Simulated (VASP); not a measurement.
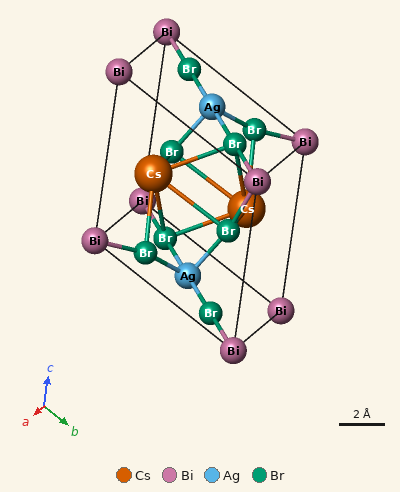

Figure 1. The starting structure (ball-and-stick view of the cell of the calculation, seen slightly off an axis). An atom can appear more than once, as a periodic image.

# Geometry relaxation of Cs2AgBiBr6 (part 1 of 4)

The run: geometry relaxation of Cs2AgBiBr6 (10 atoms in the cell). Method and program: Kohn-Sham DFT of a periodic cell, r2SCAN, VASP PAW PBE potentials, recommended, no spin polarisation (VASP 6.6.1).

OSZICAR:
```
N       E                     dE             d eps       ncg     rms          rms(c)
DAV:   1     0.569293686158E+03    0.56929E+03   -0.40803E+04  3680   0.169E+03
DAV:   2    -0.153815596543E+03   -0.72311E+03   -0.70550E+03  4562   0.338E+02
DAV:   3    -0.239878522928E+03   -0.86063E+02   -0.85582E+02  4334   0.134E+02
DAV:   4    -0.242804193574E+03   -0.29257E+01   -0.29147E+01  4397   0.294E+01
DAV:   5    -0.242908190769E+03   -0.10400E+00   -0.10393E+00  5181   0.498E+00    0.766E+00
DAV:   6    -0.231128533786E+03    0.11780E+02   -0.81670E+00  4325   0.222E+01    0.725E+00
DAV:   7    -0.222188996039E+03    0.89395E+01   -0.24686E+00  4022   0.849E+00    0.393E+00
DAV:   8    -0.223270485970E+03   -0.10815E+01   -0.16056E+00  4044   0.757E+00    0.151E+00
DAV:   9    -0.222340325338E+03    0.93016E+00   -0.85990E-01  3778   0.643E+00    0.545E-01
DAV:  10    -0.222446539900E+03   -0.10621E+00   -0.55021E-02  4146   0.175E+00    0.236E-01
DAV:  11    -0.222452920990E+03   -0.63811E-02   -0.44481E-02  3889   0.149E+00    0.125E-01
DAV:  12    -0.222464517892E+03   -0.11597E-01   -0.66123E-03  4264   0.575E-01    0.570E-02
DAV:  13    -0.222468150193E+03   -0.36323E-02   -0.35231E-03  4095   0.353E-01    0.431E-02
DAV:  14    -0.222466137263E+03    0.20129E-02   -0.14106E-03  3882   0.277E-01    0.418E-02
DAV:  15    -0.222468195345E+03   -0.20581E-02   -0.73712E-04  3855   0.195E-01    0.123E-02
DAV:  16    -0.222468351325E+03   -0.15598E-03   -0.46774E-04  3997   0.152E-01    0.149E-02
DAV:  17    -0.222468461168E+03   -0.10984E-03   -0.29274E-05  4147   0.361E-02    0.764E-03
DAV:  18    -0.222468495561E+03   -0.34393E-04   -0.11302E-05  4165   0.234E-02    0.571E-03
DAV:  19    -0.222468504929E+03   -0.93676E-05   -0.51665E-06  3576   0.175E-02    0.253E-03
DAV:  20    -0.222468505904E+03   -0.97492E-06   -0.15360E-06  3077   0.828E-03
   1 F= -.22246851E+03 E0= -.22246851E+03  d E =-.222469E+03
       N       E                     dE             d eps       ncg     rms          rms(c)
DAV:   1    -0.223224475871E+03   -0.75597E+00   -0.21812E+01  4055   0.305E+01    0.548E+00
DAV:   2    -0.222625928858E+03    0.59855E+00   -0.14962E+00  4000   0.946E+00    0.207E+00
DAV:   3    -0.222528775287E+03    0.97154E-01   -0.31798E-01  4061   0.336E+00    0.112E+00
DAV:   4    -0.222506739108E+03    0.22036E-01   -0.84329E-02  4319   0.230E+00    0.256E-01
DAV:   5    -0.222522623685E+03   -0.15885E-01   -0.26548E-02  3775   0.107E+00    0.194E-01
DAV:   6    -0.222526387528E+03   -0.37638E-02   -0.56882E-03  3868   0.476E-01    0.117E-01
DAV:   7    -0.222527312281E+03   -0.92475E-03   -0.93591E-04  3991   0.205E-01    0.256E-02
DAV:   8    -0.222527280624E+03    0.31657E-04   -0.11017E-04  4271   0.832E-02    0.192E-02
DAV:   9    -0.222527311635E+03   -0.31011E-04   -0.77178E-05  3903   0.641E-02    0.375E-03
DAV:  10    -0.222527352248E+03   -0.40613E-04   -0.19224E-05  4008   0.332E-02    0.283E-03
DAV:  11    -0.222527350720E+03    0.15286E-05   -0.22437E-06  3107   0.108E-02    0.177E-03
DAV:  12    -0.222527353155E+03   -0.24354E-05   -0.13598E-06  2544   0.900E-03    0.730E-04
DAV:  13    -0.222527353596E+03   -0.44063E-06   -0.26000E-07  2498   0.350E-03
   2 F= -.22252735E+03 E0= -.22252735E+03  d E =-.588477E-01
       N       E                     dE             d eps       ncg     rms          rms(c)
DAV:   1    -0.222527946074E+03   -0.59292E-03   -0.16553E-02  4093   0.819E-01    0.150E-01
DAV:   2    -0.222527457859E+03    0.48822E-03   -0.12116E-03  3920   0.278E-01    0.555E-02
DAV:   3    -0.222527386272E+03    0.71587E-04   -0.25534E-04  4057   0.927E-02    0.291E-02
DAV:   4    -0.222527376532E+03    0.97404E-05   -0.64450E-05  4372   0.663E-02    0.685E-03
DAV:   5    -0.222527392544E+03   -0.16012E-04   -0.21012E-05  3842   0.311E-02    0.544E-03
DAV:   6    -0.222527398187E+03   -0.56430E-05   -0.39683E-06  3929   0.129E-02    0.334E-03
DAV:   7    -0.222527400228E+03   -0.20416E-05   -0.73726E-07  2571   0.604E-03    0.587E-04
DAV:   8    -0.222527400213E+03    0.14895E-07   -0.12833E-07  2238   0.246E-03
   3 F= -.22252740E+03 E0= -.22252740E+03  d E =-.588943E-01
       N       E                     dE             d eps       ncg     rms          rms(c)
DAV:   1    -0.222528233791E+03   -0.83356E-03   -0.50995E-02  3756   0.107E+00    0.165E-01
DAV:   2    -0.222527924500E+03    0.30929E-03   -0.29673E-03  3986   0.336E-01    0.728E-02
DAV:   3    -0.222527866302E+03    0.58197E-04   -0.24191E-04  4491   0.929E-02    0.417E-02
DAV:   4    -0.222527841784E+03    0.24519E-04   -0.12332E-04  4545   0.664E-02    0.124E-02
DAV:   5    -0.222527854902E+03   -0.13118E-04   -0.28575E-05  3792   0.364E-02    0.719E-03
DAV:   6    -0.222527850623E+03    0.42783E-05   -0.24616E-05  3807   0.300E-02    0.541E-03
DAV:   7    -0.222527862908E+03   -0.12284E-04   -0.38220E-06  3663   0.122E-02    0.194E-03
DAV:   8    -0.222527865434E+03   -0.25263E-05   -0.13510E-06  2497   0.778E-03    0.664E-04
DAV:   9    -0.222527865590E+03   -0.15572E-06   -0.21687E-07  2146   0.310E-03
   4 F= -.22252787E+03 E0= -.22252787E+03  d E =-.465377E-03
       N       E                     dE             d eps       ncg     rms          rms(c)
DAV:   1    -0.222529474068E+03   -0.16086E-02   -0.17421E-01  3744   0.198E+00    0.305E-01
DAV:   2    -0.222528423267E+03    0.10508E-02   -0.10177E-02  3973   0.623E-01    0.135E-01
DAV:   3    -0.222528225884E+03    0.19738E-03   -0.82557E-04  4483   0.172E-01    0.773E-02
DAV:   4    -0.222528132138E+03    0.93746E-04   -0.42446E-04  4533   0.123E-01    0.230E-02
DAV:   5    -0.222528173434E+03   -0.41296E-04   -0.97309E-05  3811   0.674E-02    0.134E-02
DAV:   6    -0.222528151148E+03    0.22286E-04   -0.85384E-05  3801   0.558E-02    0.100E-02
DAV:   7    -0.222528194089E+03   -0.42941E-04   -0.13829E-05  3909   0.233E-02    0.355E-03
DAV:   8    -0.222528202447E+03   -0.83576E-05   -0.49339E-06  3774   0.141E-02    0.123E-03
DAV:   9    -0.222528202826E+03   -0.37879E-06   -0.46505E-07  2610   0.480E-03
   5 F= -.22252820E+03 E0= -.22252820E+03  d E =-.802613E-03
       N       E                     dE             d eps       ncg     rms          rms(c)
DAV:   1    -0.222528391536E+03   -0.18909E-03   -0.16818E-02  3708   0.537E-01    0.790E-02
DAV:   2    -0.222528325362E+03    0.66174E-04   -0.61657E-04  4023   0.108E-01    0.397E-02
DAV:   3    -0.222528287748E+03    0.37614E-04   -0.75902E-05  4097   0.465E-02    0.191E-02
DAV:   4    -0.222528279232E+03    0.85169E-05   -0.58571E-05  3789   0.413E-02    0.576E-03
DAV:   5    -0.222528284769E+03   -0.55373E-05   -0.21608E-05  3780   0.300E-02    0.436E-03
DAV:   6    -0.222528287269E+03   -0.25005E-05   -0.53483E-06  3550   0.143E-02    0.154E-03
DAV:   7    -0.222528287803E+03   -0.53379E-06   -0.13407E-06  2571   0.636E-03
   6 F= -.22252829E+03 E0= -.22252829E+03  d E =-.849774E-04
```

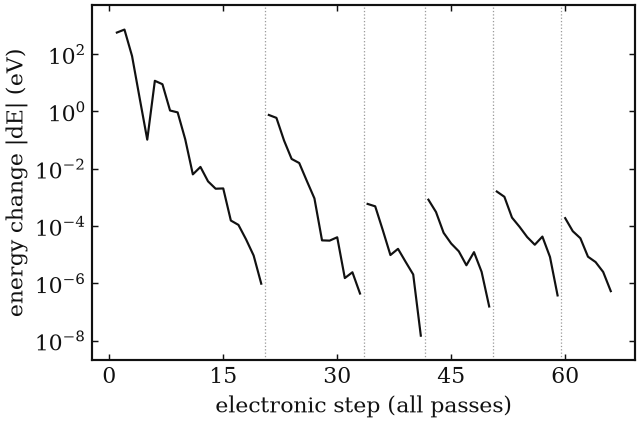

Figure 2. Convergence of the self-consistent field: energy change |dE| against the electronic step. Each stretch between dotted lines is the SCF of one geometry step of a relaxation. The 6 ionic steps take 7 to 20 electronic steps each. The density is held fixed in the first few steps, and dE rises again when its update begins.

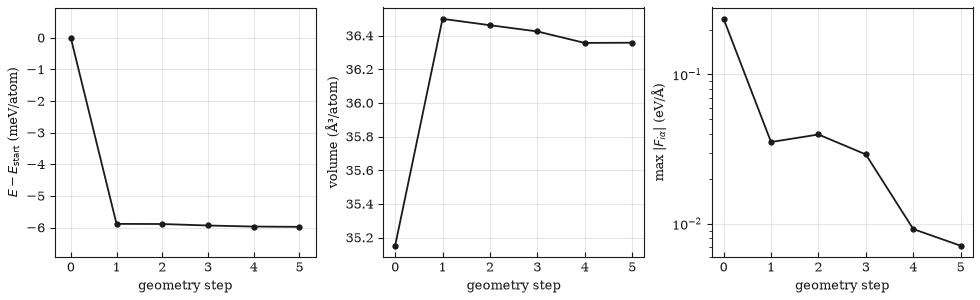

Figure 3. Progress of the relaxation, step by step (steps are counted from 0).

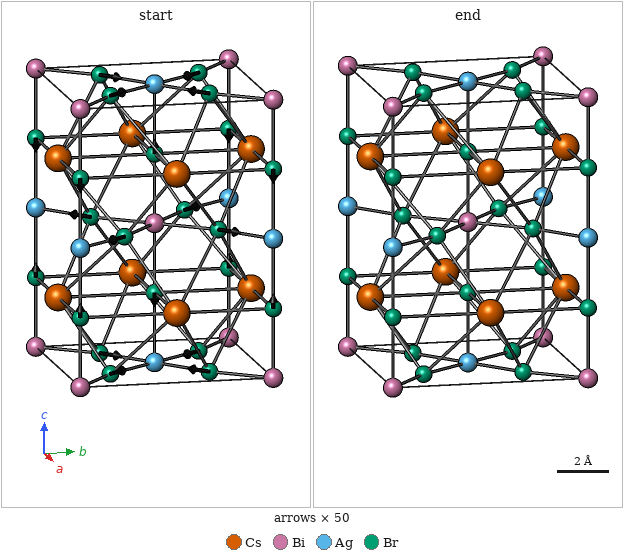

Figure 4. Before (left) and after (right) the relaxation, at one scale (ball-and-stick view of the cell 2 times as large as that of the calculation, set on its symmetry axes, seen slightly off an axis). The black arrows give the displacements (without the part carried along by the change of the cell), magnified 50 times. The largest moves relative to the cell, 0.022 Å, are those of Br5, Br6, Br7 and Br8. Ag and Cs and Bi stay in place. Cell: a = b 7.879 → 7.973 Å (+1.2 %), c 11.324 → 11.438 Å (+1.0 %). Volume +3.4 %. Among the contacts that change: Bi3–Br5 2.807 → 2.863 Å, Cs1–Br10 3.940 → 3.987 Å, Cs1–Br5 4.210 → 4.255 Å, Bi3–Br10 2.826 → 2.867 Å. The space group stays I4/m (No. 87). After 5 geometry steps the energy has fallen by 6.0 meV per atom. Largest force component: 0.24 eV/Å at the start, 0.0071 eV/Å at the end. (Atoms are counted from 1 in the order of the input.)

Parts of OUTCAR:
```
SYSTEM = Cs2AgBiBr6
   PREC = Accurate
   ENCUT = 600
   EDIFF = 1E-6
   ISMEAR = 0
   LREAL = .False.
   LASPH = .True.
   NELM = 80
   ISIF = 3
   METAGGA = R2SCAN
   IBRION = 2
   NSW = 90
   EDIFFG = -0.01

 ion  position               nearest neighbor table
   1  0.250  0.750  0.500-
   2  0.750  0.250  0.500-
   3  0.000  0.000  0.000-   7 2.81   8 2.81   6 2.81   5 2.81  10 2.83   9 2.83
   4  0.500  0.500  0.000-   5 2.80   6 2.80   7 2.80   8 2.80   9 2.84  10 2.84
   5  0.779  0.280  0.059-   4 2.80   3 2.81
   6  0.221  0.720  0.941-   4 2.80   3 2.81
   7  0.280  0.221  0.500-   4 2.80   3 2.81
   8  0.720  0.779  0.500-   4 2.80   3 2.81
   9  0.250  0.250  0.000-   3 2.83   4 2.84
  10  0.750  0.750  0.000-   3 2.83   4 2.84

  LATTYP: Found a body centered tetragonal cell.
 ALAT       =     7.8794000000
 C/A-ratio  =     1.4371145011

  Lattice vectors:

 A1 = (  -3.9397000000,   3.9397000000,   5.6618000000)
 A2 = (   3.9397000000,  -3.9397000000,   5.6618000000)
 A3 = (   3.9397000000,   3.9397000000,  -5.6618000000)

Analysis of symmetry for initial positions (statically):
=====================================================================
 Subroutine PRICEL returns:
 Original cell was already a primitive cell.

 Routine SETGRP: Setting up the symmetry group for a
 body centered tetragonal supercell.

 Subroutine GETGRP returns: Found  8 space group operations
 (whereof  8 operations were pure point group operations)
 out of a pool of 16 trial point group operations.

The static configuration has the point symmetry C_4h.

Analysis of symmetry for dynamics (positions and initial velocities):
=====================================================================
 Subroutine PRICEL returns:
 Original cell was already a primitive cell.

 Routine SETGRP: Setting up the symmetry group for a
 body centered tetragonal supercell.

 Subroutine GETGRP returns: Found  8 space group operations
 (whereof  8 operations were pure point group operations)
 out of a pool of 16 trial point group operations.

The dynamic configuration has the point symmetry C_4h.

 Subroutine INISYM returns: Found  8 space group operations
 (whereof  8 operations are pure point group operations),
 and found     1 'primitive' translations

----------------------------------------------------------------------------------------

                                     Primitive cell

  volume of cell :     351.5125

  direct lattice vectors                    reciprocal lattice vectors
    -3.939700000  3.939700000  5.661800000     0.000000000  0.126913217  0.088311138
     3.939700000 -3.939700000  5.661800000     0.126913217  0.000000000  0.088311138
     3.939700000  3.939700000 -5.661800000     0.126913217  0.126913217  0.000000000

  length of vectors
     7.943453369  7.943453369  7.943453369     0.154615076  0.154615076  0.179482392

  position of ions in fractional coordinates (direct lattice)
     0.250000000  0.750000000  0.500000000
     0.750000000  0.250000000  0.500000000
     0.000000000  0.000000000  0.000000000
     0.500000000  0.500000000  0.000000000
     0.779410000  0.279760000  0.059170000
     0.220590000  0.720240000  0.940830000
     0.279760000  0.220590000  0.500350000
     0.720240000  0.779410000  0.499650000
     0.249590000  0.249590000  0.000000000
     0.750410000  0.750410000  0.000000000

  ion indices of the primitive-cell ions
   primitive index   ion index
                 1           1
                 2           2
                 3           3
                 4           4
                 5           5
                 6           6
                 7           7
                 8           8
                 9           9
                10          10

----------------------------------------------------------------------------------------

 KPOINTS: regular mesh

Automatic generation of k-mesh.
 Grid dimensions read from file:
 generate k-points for:    6    6    6

 Generating k-lattice:

  Cartesian coordinates                     Fractional coordinates (reciprocal lattice)
     0.000000000  0.021152203  0.014718523     0.166666667 -0.000000000  0.000000000
     0.021152203  0.000000000  0.014718523    -0.000000000  0.166666667  0.000000000
     0.021152203  0.021152203  0.000000000     0.000000000  0.000000000  0.166666667

  Length of vectors
     0.025769179  0.025769179  0.029913732

  Shift w.r.t. Gamma in fractional coordinates (k-lattice)
     0.000000000  0.000000000  0.000000000

 Subroutine IBZKPT returns following result:
 ===========================================

 Found     36 irreducible k-points:

 Following reciprocal coordinates:
            Coordinates               Weight
  0.000000  0.000000  0.000000      1.000000
  0.166667  0.000000  0.000000      8.000000
  0.333333  0.000000  0.000000      8.000000
  0.500000  0.000000 -0.000000      4.000000
  0.166667  0.166667  0.000000      8.000000
  0.333333  0.166667 -0.000000      8.000000
 -0.166667 -0.333333  0.000000      8.000000
  0.500000  0.166667 -0.000000      8.000000
 -0.166667  0.500000 -0.000000      8.000000
 -0.333333  0.166667 -0.000000      8.000000
 -0.166667  0.333333  0.000000      8.000000
 -0.166667  0.166667  0.000000      4.000000
  0.333333  0.333333  0.000000      8.000000
  0.500000  0.333333 -0.000000      8.000000
 -0.333333  0.500000 -0.000000      8.000000
 -0.333333  0.333333  0.000000      4.000000
  0.500000  0.500000 -0.000000      2.000000
  0.166667  0.166667  0.166667      8.000000
  0.333333  0.166667  0.166667      8.000000
 -0.166667  0.166667  0.166667      4.000000
  0.333333  0.333333  0.166667      4.000000
 -0.333333  0.333333  0.166667      4.000000
 -0.333333  0.333333 -0.166667      4.000000
 -0.166667  0.333333  0.166667      8.000000
 [... further k-points ...]
   k-points           NKPTS =     36   k-points in BZ     NKDIM =     36   number of bands    NBANDS=     51
   number of dos      NEDOS =    301   number of ions     NIONS =     10
   total plane-waves  NPLWV = 262144
   dimension x,y,z NGX =    64 NGY =   64 NGZ =   64
   dimension x,y,z NGXF=   128 NGYF=  128 NGZF=  128
   ions per type =               2   1   1   6
   NGX,Y,Z   is equivalent  to a cutoff of  13.39, 13.39, 13.39 a.u.
   NGXF,Y,Z  is equivalent  to a cutoff of  26.79, 26.79, 26.79 a.u.
 SYSTEM =  Cs2AgBiBr6
   PREC   = accura    normal or accurate (medium, high low for compatibility)
   ISTART =      0    job   : 0-new  1-cont  2-samecut
   ICHARG =      2    charge: 1-file 2-atom 10-const
   ISPIN  =      1    spin polarized calculation?
   LNONCOLLINEAR =      F non collinear calculations
   LSORBIT =      F    spin-orbit coupling
   LASPH  =      T    aspherical Exc in radial PAW
   ENCUT  =  600.0 eV  44.10 Ry    6.64 a.u.  15.87 15.87 15.87*2*pi/ulx,y,z
   NELM   =     80;   NELMIN=  2; NELMDL= -5     # of ELM steps
   EDIFF  = 0.1E-05   stopping-criterion for ELM
   LREAL  =      F    real-space projection
   EDIFFG = -.1E-01   stopping-criterion for IOM
   NSW    =     90    number of steps for IOM
   IBRION =      2    ionic relax: 0-MD 1-quasi-New 2-CG
   NFREE  =      1    steps in history (QN), initial steepest desc. (CG)
   ISIF   =      3    stress and relaxation
   ISYM   =      2    0-nonsym 1-usesym 2-fastsym
   POTIM  = 0.5000    time-step for ionic-motion
   TEBEG  =    0.0;   TEEND  =   0.0 temperature during run
   PSTRESS=    0.0 pullay stress
   NELECT =      86.0000    total number of electrons
   NUPDOWN=      -1.0000    fix difference up-down
   EMIN   =  10.00;   EMAX   =-10.00  energy-range for DOS
   EFERMI =   0.00;   METHOD = LEGACY
   ISMEAR =     0;   SIGMA  =   0.03  broadening in eV -4-tet -1-fermi 0-gaus
   EFERMI_NEDOS =   21; number of points for ismear=-14 and -15
   IALGO  =     38    algorithm
   IMIX   =      4    mixing-type and parameters
     AMIX     =   0.40;   BMIX     =  1.00
     AMIX_MAG =   1.60;   BMIX_MAG =  1.00
  volume/ion in A,a.u.               =      35.15       237.21
  Fermi-wavevector in a.u.,A,eV,Ry     =   1.023907  1.934905 14.264164  1.048386
  Thomas-Fermi vector in A             =   2.157666
   LORBIT       =      0    0 simple, 1 ext, 2 COOP (PROOUT), +10 PAW based schemes
   METAGGA = R2SCAN    functional components
   LHFCALC =     F    Hartree Fock is set to
   AEXX    =    0.0000 exact exchange contribution
   IVDW    =     0    specifies the selected vdW correction
   LEPSILON=     F    determine dielectric tensor
   LRPA    =     F    only Hartree local field effects (RPA)
 conjugate gradient relaxation of ions
 non-spin polarized calculation
 Gauss-broadening in eV      SIGMA  =   0.03
  energy-cutoff  :      600.00
  volume of cell :      351.51
 maximum number of plane-waves:     11774
   NGX = 31   NGY = 31   NGZ = 31
```
